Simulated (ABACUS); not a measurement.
## Band-structure run of Fe

System: Fe (Im-3m, 1 atom in the cell).
Method: Kohn-Sham DFT of a periodic cell, SCAN, SG15 ONCV 1.2 PBE, spin-polarised (ABACUS 3.10.1).

The structure derives from an entry of the Crystallography Open Database. It belongs to a series of runs on one base structure; here: bands on the converged density.

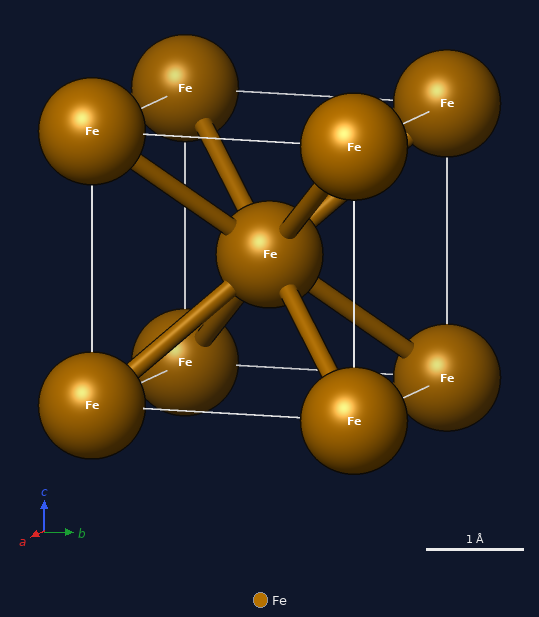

**Figure 1.** The input geometry (ball-and-stick view of the cell 2 times as large as that of the calculation, set on its symmetry axes, seen slightly off an axis). Near neighbours in the crystal (not all of them lie inside the picture): Fe has 8 Fe at 2.50 Å.

### Input file
```
INPUT_PARAMETERS
suffix              Fe
calculation         nscf
basis_type          lcao
pseudo_dir          ./
orbital_dir         ./
symmetry            -1
dft_functional      scan
ecutwfc             100.0
pseudo_rcut         10
nspin               2
nbands              20
ks_solver           genelpa
smearing_method     fd
smearing_sigma      0.00367493
scf_thr             1e-07
scf_nmax            100
mixing_type         broyden
mixing_beta         0.4
mixing_tau          1
init_chg            file
out_band            1
```

### File STRU
```
ATOMIC_SPECIES
Fe 55.8450 Fe_ONCV_PBE-1.2.upf

NUMERICAL_ORBITAL
Fe_confined-atom_7au_3s2p2d1f.orb

LATTICE_CONSTANT
1.8897261246

LATTICE_VECTORS
-1.4430000000 1.4430000000 1.4430000000
1.4430000000 -1.4430000000 1.4430000000
1.4430000000 1.4430000000 -1.4430000000

ATOMIC_POSITIONS
Direct

Fe
0.0
1
0.0000000000 0.0000000000 0.0000000000 1 1 1 mag 3
```

### File KPT
```
K_POINTS
8
Line
0.00000000 0.00000000 0.00000000 10 // G
0.50000000 -0.50000000 0.50000000 10 // H
0.00000000 0.00000000 0.50000000 10 // N
0.00000000 0.00000000 0.00000000 10 // G
0.25000000 0.25000000 0.25000000 10 // P
0.50000000 -0.50000000 0.50000000 1 // H
0.25000000 0.25000000 0.25000000 10 // P
0.00000000 0.00000000 0.50000000 1 // N
```

Run on 4 threads of Intel Xeon @ 2.50GHz (Skylake/Cascade Lake), 16 GiB of memory available, shared host.

Launch command:
```bash
OMP_NUM_THREADS=1 mpirun -np 4 abacus > log
```

### The program's output
```
ABACUS v3.10.1

               Atomic-orbital Based Ab-initio Computation at UStc

 ------------------------------------------------------------------------------------

 READING GENERAL INFORMATION
                           global_out_dir = OUT.Fe/
                           global_in_card = INPUT
                               pseudo_dir = ./
                              orbital_dir = ./
                                    DSIZE = 4
                                    GSIZE = 1

 READING UNITCELL INFORMATION
                                    ntype = 1
                  lattice constant (Bohr) = 1.88973
              lattice constant (Angstrom) = 1

 READING ATOM TYPE 1
                               atom label = Fe
                      L=0, number of zeta = 3
                      L=1, number of zeta = 2
                      L=2, number of zeta = 2
                      L=3, number of zeta = 1
             number of atom for this type = 1
               magnetization of element 1 = 3

                        TOTAL ATOM NUMBER = 1
DIRECT COORDINATES
    atom                   x                   y                   z     mag                  vx                  vy                  vz
taud_Fe1            0.0000000000        0.0000000000        0.0000000000  3.0000        0.0000000000        0.0000000000        0.0000000000

                          Volume (Bohr^3) = 81.1065
                             Volume (A^3) = 12.0187

 Lattice vectors: (Cartesian coordinate: in unit of a_0)
               -1.443              +1.443              +1.443
               +1.443              -1.443              +1.443
               +1.443              +1.443              -1.443
 Reciprocal vectors: (Cartesian coordinate: in unit of 2 pi/a_0)
                   +0             +0.3465             +0.3465
              +0.3465                  +0             +0.3465
              +0.3465             +0.3465                  +0
 The esolver type has been set to : ksdft_lcao

                PAO radial cut off (Bohr) = 10

 Read in pseudopotential file is Fe_ONCV_PBE-1.2.upf
                     pseudopotential type = NC
          exchange-correlation functional = PBE
                 nonlocal core correction = 0
                        valence electrons = 16
                                     lmax = 2
                           number of zeta = 0
                     number of projectors = 6
                           L of projector = 0
                           L of projector = 0
                           L of projector = 1
                           L of projector = 1
                           L of projector = 2
                           L of projector = 2
 XC functional updated to : scan
          exchange-correlation functional = SCAN
     initial pseudo atomic orbital number = 0
 The readin total magnetization is 3

 SETUP THE ELECTRONS NUMBER
            electron number of element Fe = 16
      total electron number of element Fe = 16
            AUTOSET number of electrons:  = 16
                           occupied bands = 8
                                   NLOCAL = 26
                                   NBANDS = 20
                                   NBANDS = 20
                                   NLOCAL = 26

%%%%%%%%%%%%%%%%%%%%%%%%%%%%%%%%%%%%%%%%%%%%%%%%%%%%%%%%%%%%%%%%%%%%%%%%%%%%%%%%%%%%%%%%%%%%%%%%%%%%%%%%%%
 Warning: the number of valence electrons in pseudopotential > 8 for Fe: [Ar] 3d6 4s2
 Pseudopotentials with additional electrons can yield (more) accurate outcomes, but may be less efficient.
 If you're confident that your chosen pseudopotential is appropriate, you can safely ignore this warning.
%%%%%%%%%%%%%%%%%%%%%%%%%%%%%%%%%%%%%%%%%%%%%%%%%%%%%%%%%%%%%%%%%%%%%%%%%%%%%%%%%%%%%%%%%%%%%%%%%%%%%%%%%%

 SETUP THE PLANE WAVE BASIS
 energy cutoff for charge/potential (unit:Ry) = 400
            fft grid for charge/potential = [ 32, 32, 32 ]
                        fft grid division = [ 4, 4, 4 ]
        big fft grid for charge/potential = [ 8, 8, 8 ]
                                     nbxx = 128
                                     nrxx = 8192

 SETUP PLANE WAVES FOR CHARGE/POTENTIAL
                    number of plane waves = 10889
                         number of sticks = 661

 PARALLEL PW FOR CHARGE/POTENTIAL
     PROC   COLUMNS(POT)             PW
        1            165           2722
        2            165           2723
        3            165           2722
        4            166           2722
 --------------- sum -------------------
        4            661          10889
                            number of |g| = 137
                                  max |g| = 36.0187
                                  min |g| = 0.240125

----------- Double Check Mixing Parameters Begin ------------
mixing_type: broyden
mixing_beta: 0.4
mixing_gg0: 1
mixing_gg0_min: 0.1
mixing_beta_mag: 1.6
mixing_gg0_mag: 0
mixing_ndim: 8
----------- Double Check Mixing Parameters End ------------

 SETUP K-POINTS
                                    nspin = 2
                                   nkstot = 62
K-POINTS DIRECT COORDINATES
 KPOINTS    DIRECT_X    DIRECT_Y    DIRECT_Z  WEIGHT
       1  0.00000000  0.00000000  0.00000000  1.0000
       2  0.05000000 -0.05000000  0.05000000  1.0000
       3  0.10000000 -0.10000000  0.10000000  1.0000
       4  0.15000000 -0.15000000  0.15000000  1.0000
       5  0.20000000 -0.20000000  0.20000000  1.0000
       6  0.25000000 -0.25000000  0.25000000  1.0000
       7  0.30000000 -0.30000000  0.30000000  1.0000
       8  0.35000000 -0.35000000  0.35000000  1.0000
       9  0.40000000 -0.40000000  0.40000000  1.0000
      10  0.45000000 -0.45000000  0.45000000  1.0000
      11  0.50000000 -0.50000000  0.50000000  1.0000
      12  0.45000000 -0.45000000  0.50000000  1.0000
      13  0.40000000 -0.40000000  0.50000000  1.0000
      14  0.35000000 -0.35000000  0.50000000  1.0000
      15  0.30000000 -0.30000000  0.50000000  1.0000
      16  0.25000000 -0.25000000  0.50000000  1.0000
      17  0.20000000 -0.20000000  0.50000000  1.0000
      18  0.15000000 -0.15000000  0.50000000  1.0000
      19  0.10000000 -0.10000000  0.50000000  1.0000
      20  0.05000000 -0.05000000  0.50000000  1.0000
      21  0.00000000  0.00000000  0.50000000  1.0000
      22  0.00000000  0.00000000  0.45000000  1.0000
      23  0.00000000  0.00000000  0.40000000  1.0000
      24  0.00000000  0.00000000  0.35000000  1.0000
      25  0.00000000  0.00000000  0.30000000  1.0000
      26  0.00000000  0.00000000  0.25000000  1.0000
      27  0.00000000  0.00000000  0.20000000  1.0000
      28  0.00000000  0.00000000  0.15000000  1.0000
      29  0.00000000  0.00000000  0.10000000  1.0000
      30  0.00000000  0.00000000  0.05000000  1.0000
[... 32 further k points ...]

           k-point number in this process = 62
       minimum distributed K point number = 62
                             nks(nspin=2) = 124
                          nkstot(nspin=2) = 124

[... K-POINTS CARTESIAN COORDINATES: 124 rows ...]

[... K-POINTS DIRECT COORDINATES: 124 rows ...]

 SETUP PLANE WAVES FOR WAVE FUNCTIONS
     energy cutoff for wavefunc (unit:Ry) = 100
              fft grid for wave functions = [ 32, 32, 32 ]
                    number of plane waves = 1865
                         number of sticks = 205

 PARALLEL PW FOR WAVE FUNCTIONS
     PROC   COLUMNS(POT)             PW
        1             51            466
        2             51            466
        3             52            467
        4             51            466
 --------------- sum -------------------
        4            205           1865

 SET NONLOCAL PSEUDOPOTENTIAL PROJECTORS
 max number of nonlocal projetors among all species is 6

 -------------------------------------------
 NONSELF-CONSISTENT
 -------------------------------------------

 SETUP SEARCHING RADIUS FOR PROGRAM TO SEARCH ADJACENT ATOMS
                  longest orb rcut (Bohr) = 7
   longest nonlocal projector rcut (Bohr) = 2.16
                     search radius (Bohr) = 18.3
              searching radius is (Bohr)) = 18.3
         searching radius unit is (Bohr)) = 1.89
                         PeriodicBoundary = 1
                        Radius(unit:lat0) = 9.7
                                   glayer = [ 6, 6, 6 ]
                             glayer_minus = [ 5, 5, 5 ]

Find the coordinate range of the input atom(unit:lat0).
                                  min_tau = [ -21.6, -21.6, -21.6 ]
                                  max_tau = [ 21.6, 21.6, 21.6 ]
                                BoxNumber = [ 11, 11, 11 ]

 SETUP EXTENDED REAL SPACE GRID FOR GRID INTEGRATION
                          real space grid = [ 32, 32, 32 ]
                 big cell numbers in grid = [ 8, 8, 8 ]
             meshcell numbers in big cell = [ 4, 4, 4 ]
                        extended fft grid = [ 15, 15, 15 ]
                dimension of extened grid = [ 39, 39, 39 ]
                            UnitCellTotal = 125
              Atom number in sub-FFT-grid = 1
    Local orbitals number in sub-FFT-grid = 26
                                ParaV.nnr = 51883
                                 init_chg = file
 try to read charge from file
 Read in the charge density: OUT.Fe//Fe-CHARGE-DENSITY.restart
 try to read kinetic energy density from file
 Read in the kinetic energy density: OUT.Fe//Fe-TAU-DENSITY.restart

 LCAO ALGORITHM --------------- ION=   1  ELEC=   1--------------------------------
[... levels at 124 k points of this process ...]

          total magnetism (Bohr mag/cell) = 2.81058
       absolute magnetism (Bohr mag/cell) = 3.11004
                        nelec for spin up = 9.40529
                      nelec for spin down = 6.59471

 Density error is 0.00000000000
----------------------------------------------------------
     Energy           Rydberg                 eV
----------------------------------------------------------
 E_KohnSham     -236.6897125444      -3220.3287485854
 E_KS(sigma->0) -236.6892565999      -3220.3225451423
 E_Harris       -236.6897125444      -3220.3287485854
 E_band         -18.1817030163       -247.3747603661
 E_one_elec     -97.9204034910       -1332.2754379373
 E_Hartree      57.1889300521        778.0953112319
 E_xc           -25.1310458216       -341.9254198725
 E_Ewald        -170.8262813948      -2324.2107951213
 E_entropy(-TS) -0.0009118890        -0.0124068862
 E_descf        0.0000000000         0.0000000000
 E_exx          0.0000000000         0.0000000000
 E_Fermi        1.3647858081         18.5688635394
----------------------------------------------------------

 charge density convergence is achieved
 final etot is -3220.3287486 eV
 EFERMI = 18.568863539 eV

 STATE ENERGY(eV) AND OCCUPATIONS    NSPIN == 2
SPIN UP :
 1/62 kpoint (Cartesian) = 0.0000 0.0000 0.0000 (351 pws)
       1       -73.9702      0.0161290
       2       -39.3631      0.0161290
       3       -39.3631      0.0161290
       4       -39.3631      0.0161290
       5        9.31051      0.0161290
       6        14.5024      0.0161290
       7        14.5024      0.0161290
       8        14.5024      0.0161290
       9        15.6764      0.0161290
      10        15.6764      0.0161290
      11        43.5761        0.00000
      12        43.5761        0.00000
      13        43.5761        0.00000
      14        50.6988        0.00000
      15        50.6988        0.00000
      16        50.6988        0.00000
      17        51.6935        0.00000
      18        51.6935        0.00000
      19        51.6935        0.00000
      20        61.3561        0.00000

 2/62 kpoint (Cartesian) = 0.0000 0.034650 0.0000 (348 pws)
       1       -73.9671      0.0161290
       2       -39.3738      0.0161290
       3       -39.3687      0.0161290
       4       -39.3687      0.0161290
       5        9.51604      0.0161290
       6        14.5036      0.0161290
       7        14.5036      0.0161290
       8        14.5536      0.0161290
       9        15.5957      0.0161290
      10        15.7068      0.0161290
      11        42.5972        0.00000
      12        43.1952        0.00000
      13        43.1952        0.00000
      14        48.5490        0.00000
      15        48.5490        0.00000
      16        48.5754        0.00000
      17        51.7143        0.00000
      18        54.9214        0.00000
      19        54.9214        0.00000
      20        61.9473        0.00000

 3/62 kpoint (Cartesian) = 0.0000 0.069300 0.0000 (346 pws)
       1       -73.9580      0.0161290
       2       -39.4032      0.0161290
       3       -39.3848      0.0161290
       4       -39.3848      0.0161290
       5        10.1133      0.0161290
       6        14.5181      0.0161290
       7        14.5181      0.0161290
       8        14.7029      0.0161290
       9        15.3599      0.0161290
      10        15.7990      0.0161290
      11        40.4001        0.00000
      12        41.6783        0.00000
      13        41.6783        0.00000
      14        44.9528        0.00000
      15        47.9593        0.00000
      16        47.9593        0.00000
      17        51.8069        0.00000
      18        58.9579        0.00000
      19        58.9579        0.00000
      20        63.9558        0.00000

 4/62 kpoint (Cartesian) = 0.0000 0.10395 0.0000 (342 pws)
       1       -73.9442      0.0161290
       2       -39.4449      0.0161290
       3       -39.4102      0.0161290
       4       -39.4102      0.0161290
       5        11.0298      0.0161290
       6        14.5743      0.0161290
       7        14.5743      0.0161290
       8        14.9370      0.0161290
       9        14.9891      0.0161290
      10        15.9718      0.0161290
      11        38.1780        0.00000
      12        39.3972        0.00000
      13        39.3972        0.00000
      14        41.8072        0.00000
      15        49.0539        0.00000
      16        49.0539        0.00000
      17        52.0439        0.00000
      18        63.1394        0.00000
      19        63.1394        0.00000
      20        67.1165        0.00000

 5/62 kpoint (Cartesian) = 0.0000 0.13860 0.0000 (344 pws)
       1       -73.9272      0.0161290
       2       -39.4904      0.0161290
       3       -39.4428      0.0161290
       4       -39.4428      0.0161290
       5        12.0795      0.0161290
       6        14.5186      0.0161290
       7        14.7061      0.0161290
       8        14.7061      0.0161290
       9        15.2351      0.0161290
      10        16.3354      0.0161290
      11        36.4318        0.00000
      12        36.9833        0.00000
      13        36.9833        0.00000
      14        39.4247        0.00000
      15        51.2032        0.00000
      16        51.2032        0.00000
      17        52.5049        0.00000
      18        65.3189        0.00000
      19        67.5456        0.00000
      20        67.5456        0.00000

 6/62 kpoint (Cartesian) = 0.0000 0.17325 0.0000 (341 pws)
       1       -73.9088      0.0161290
       2       -39.5316      0.0161290
       3       -39.4795      0.0161290
       4       -39.4795      0.0161290
       5        12.8792      0.0161290
       6        13.9960      0.0161290
       7        14.9404      0.0161290
       8        14.9404      0.0161290
       9        15.5694      0.0161290
      10        17.2003      0.0161290
      11        34.6473        0.00000
      12        34.6473        0.00000
      13        35.1672        0.00000
      14        37.7865        0.00000
      15        53.2476        0.00000
      16        54.2589        0.00000
      17        54.2589        0.00000
      18        59.7242        0.00000
      19        66.3618        0.00000
      20        72.2983        0.00000

[... levels at 118 further k points ...]

 --------------------------------------------
 !FINAL_ETOT_IS -3220.328748585409 eV
 --------------------------------------------

 Output bands in file: OUT.Fe/BANDS_1.dat

 Output bands in file: OUT.Fe/BANDS_2.dat
```

### Standard output
```
ABACUS v3.10.1

               Atomic-orbital Based Ab-initio Computation at UStc

 dft_functional readin is: scan
 dft_functional in pseudopot file is: PBE
 Please make sure this is what you need

%%%%%%%%%%%%%%%%%%%%%%%%%%%%%%%%%%%%%%%%%%%%%%%%%%%%%%%%%%%%%%%%%%%%%%%%%%%%%%%%%%%%%%%%%%%%%%%%%%%%%%%%%
 Warning: the number of valence electrons in pseudopotential > 8 for Fe: [Ar] 3d6 4s2
 Pseudopotentials with additional electrons can yield (more) accurate outcomes, but may be less efficient.
 If you're confident that your chosen pseudopotential is appropriate, you can safely ignore this warning.
%%%%%%%%%%%%%%%%%%%%%%%%%%%%%%%%%%%%%%%%%%%%%%%%%%%%%%%%%%%%%%%%%%%%%%%%%%%%%%%%%%%%%%%%%%%%%%%%%%%%%%%%%

 UNIFORM GRID DIM        : 32 * 32 * 32
 UNIFORM GRID DIM(BIG)   : 8 * 8 * 8
 ---------------------------------------------------------
 ---------------------------------------------------------
 SPIN    KPOINTS         PROCESSORS  THREADS     NBASE
 2       124             4           4           26
 ---------------------------------------------------------
 Use Systematically Improvable Atomic bases
 ---------------------------------------------------------
 ELEMENT ORBITALS        NBASE       NATOM       XC
 Fe      3s2p2d1f-7au    26          1
 ---------------------------------------------------------
 Initial plane wave basis and FFT box
 ---------------------------------------------------------
 -------------------------------------------
 NONSELF-CONSISTENT :
 -------------------------------------------
 START CHARGE      : file
 ITER      TMAG       AMAG        ETOT/eV          EDIFF/eV         DRHO         DKIN     TIME/s
 GE1      2.81e+00   3.11e+00  -3.22032875e+03   0.00000000e+00   0.0000e+00   0.0000e+00   2.90
```

### Results in brief

| quantity | value |
| --- | --- |
| outcome | converged |
| space group (tolerance 0.01 Å) | Im-3m (229) |
| electrons treated | 16 |
| Fermi energy of the self-consistent step | 18.138 eV |
| net moment of the cell | 2.81 μB |
| integrated absolute moment | 3.11 μB |
| wall time | 3.5 s (CPU time 13 s) |
| peak memory | 0.36 GiB |

### Notes

Points of doubt noted for this run: home made orbitals.
